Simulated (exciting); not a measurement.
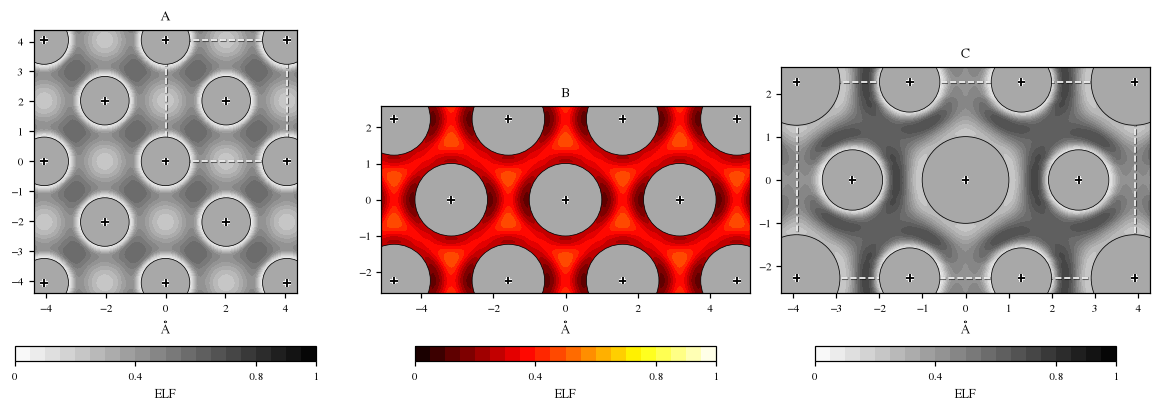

The electron localisation function of 3 systems, each on a plane through atoms (crosses mark nuclei in the plane; grey discs cover the cores).

Method: Kohn-Sham DFT of a periodic cell, PBE, all-electron LAPW+lo, shipped species files in exciting sodium.

System 1: Si$_{2}$W, the (110) plane of the conventional cell. Space group I4/mmm.

```xyz
6
Lattice="3.2138 0.0000 0.0000 0.0000 3.2138 0.0000 0.0000 0.0000 7.8299" Properties=species:S:1:pos:R:3 pbc="T T T"
W     0.0000    0.0000    0.0000
W     1.6069    1.6069    3.9150
Si    0.0000    0.0000    5.2092
Si    1.6069    1.6069    1.2943
Si    0.0000    0.0000    2.6207
Si    1.6069    1.6069    6.5356
```

System 2: W, the (011) plane of the conventional cell. Space group Im-3m.

```cif
data_structure
_symmetry_space_group_name_H-M 'P 1'
_symmetry_Int_Tables_number 1
_cell_length_a 3.1647
_cell_length_b 3.1647
_cell_length_c 3.1647
_cell_angle_alpha 90.000
_cell_angle_beta 90.000
_cell_angle_gamma 90.000
_cell_volume 31.70
loop_
_atom_site_label
_atom_site_type_symbol
_atom_site_fract_x
_atom_site_fract_y
_atom_site_fract_z
_atom_site_occupancy
W1 W 0.00000 0.00000 0.00000 1
W2 W 0.50000 0.50000 0.50000 1
```

System 3: Al, the (100) plane of the conventional cell. Space group Fm-3m.

```cif
data_structure
_symmetry_space_group_name_H-M 'P 1'
_symmetry_Int_Tables_number 1
_cell_length_a 4.0496
_cell_length_b 4.0496
_cell_length_c 4.0496
_cell_angle_alpha 90.000
_cell_angle_beta 90.000
_cell_angle_gamma 90.000
_cell_volume 66.41
loop_
_atom_site_label
_atom_site_type_symbol
_atom_site_fract_x
_atom_site_fract_y
_atom_site_fract_z
_atom_site_occupancy
Al1 Al 0.00000 0.00000 0.00000 1
Al2 Al 0.50000 0.50000 0.00000 1
Al3 Al 0.50000 0.00000 0.50000 1
Al4 Al 0.00000 0.50000 0.50000 1
```

Which map belongs to which system?

Answer. Panel A is system 3, Al: the plane holds Al. Al–Al (2.86 Å): the ELF reaches about 0.60 near the midpoint. Panel B is system 2, W: the plane holds W. W–W (2.74 Å): the ELF is about 0.35 at the midpoint. Panel C is system 1, Si$_{2}$W: the plane holds W and Si. Si–W (2.62 Å): the ELF peaks at about 0.70 between the atoms.
